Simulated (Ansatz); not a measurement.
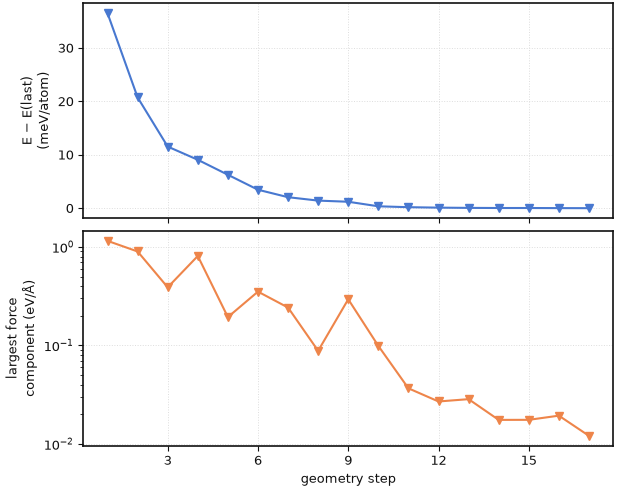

History of a geometry optimisation. Only the atoms move.

```
crystal:
  lattice:
    - [-6.3694089842, 0.0, 5.5926732962]
    - [6.3694089842, 0.0, 5.5926732962]
    - [0.0, 11.0875936402, 0.0]
  atoms:
    - { symbol: Si, position: [0.375, 0.375, 0.0] }
    - { symbol: Si, position: [0.875, 0.375, 0.5] }
    - { symbol: Si, position: [0.875, 0.875, 0.0] }
    - { symbol: Si, position: [0.375, 0.875, 0.5] }
    - { symbol: Si, position: [0.125, 0.125, 0.0] }
    - { symbol: Si, position: [0.625, 0.125, 0.5] }
    - { symbol: Si, position: [0.625, 0.625, 0.0] }
    - { symbol: Si, position: [0.125, 0.625, 0.5] }
    - { symbol: S, position: [0.0907193284, 0.4092806716, 0.3960278357] }
    - { symbol: S, position: [0.5907193284, 0.4092806716, 0.8960278357] }
    - { symbol: S, position: [0.5907193284, 0.9092806716, 0.3960278357] }
    - { symbol: S, position: [0.0907193284, 0.9092806716, 0.8960278357] }
    - { symbol: S, position: [0.9092806716, 0.0907193284, 0.1039721643] }
    - { symbol: S, position: [0.4092806716, 0.0907193284, 0.6039721643] }
    - { symbol: S, position: [0.4092806716, 0.5907193284, 0.1039721643] }
    - { symbol: S, position: [0.9092806716, 0.5907193284, 0.6039721643] }
    - { symbol: S, position: [0.8407193284, 0.1592806716, 0.6039721643] }
    - { symbol: S, position: [0.3407193284, 0.1592806716, 0.1039721643] }
    - { symbol: S, position: [0.3407193284, 0.6592806716, 0.6039721643] }
    - { symbol: S, position: [0.8407193284, 0.6592806716, 0.1039721643] }
    - { symbol: S, position: [0.1592806716, 0.3407193284, 0.8960278357] }
    - { symbol: S, position: [0.6592806716, 0.3407193284, 0.3960278357] }
    - { symbol: S, position: [0.6592806716, 0.8407193284, 0.8960278357] }
    - { symbol: S, position: [0.1592806716, 0.8407193284, 0.3960278357] }
    - { symbol: Si, position: [0.6636580003, 0.3021441466, 0.141374657] }
basis:
  ecutwfc: 420
  xc_grid: 2
kpoints:
  mp_grid: { grid: [2, 2, 2], shift: [0.5, 0.5, 0.5] }
hamiltonian:
  xc: pbe
scf:
  occupations: { method: gaussian, width: 0.02 }
output:
  forces: true
  stress: false
  eigenvalues: true
  write_density: true
  write_potential: true
  elf: true
  volumetric_format: npy
relax:
  adjacent_minimum: "off"
  f_tol: 0.02
  max_steps: 60
```

Command:
```bash
ansatz run input.yaml --threads 4 --pin off --max-ram 8192MiB --backend cpu --events-out ev --progress --plain --runs-dir out
```

> How did the optimisation end?

The optimisation met its thresholds at geometry 17, counting the start as the first. The energy fell by about 36 meV/atom from the first step to the last. The largest force component goes from about 1.2 eV/Å at the start to 0.012 eV/Å at the end.
